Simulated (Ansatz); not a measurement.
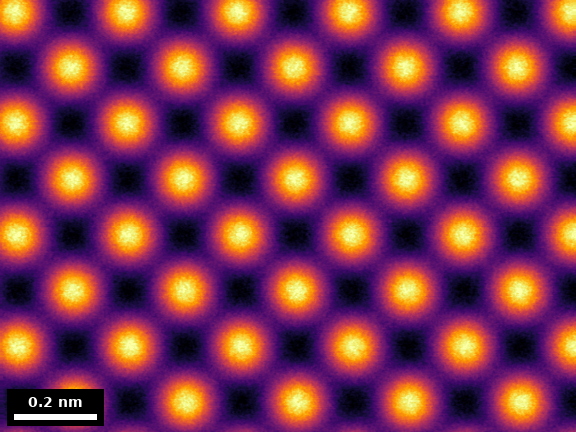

HAADF-like image of a crystal. Simulated incoherent Z contrast: every atom adds Z^1.8 spread by a probe of 1.07 Å full width; channelling and multiple scattering are left out. The display is stretched by a gamma of 0.8; percentages refer to the linear signal. Shot noise and a slight drift were added.

Give the net of the columns and its spacings.

The pattern repeats on a square net with a repeat of 1.9 Å.

Which plane group does this projection have?

p4mm: fourfold points with mirror lines through them along the axes and the diagonals.

How many columns does the smallest repeating cell hold, and how many levels of brightness?

1 column in the primitive cell of 3.7 Å², all of one brightness.

The crystal is P (Fd-3m, No. 227) seen along [001]. Atomic positions: the geometry relaxed with DFT, r2SCAN, plane waves (500 eV) with PAW, scalar-relativistic (Ansatz); the starting structure was generated, so it need not be a known form of this composition.
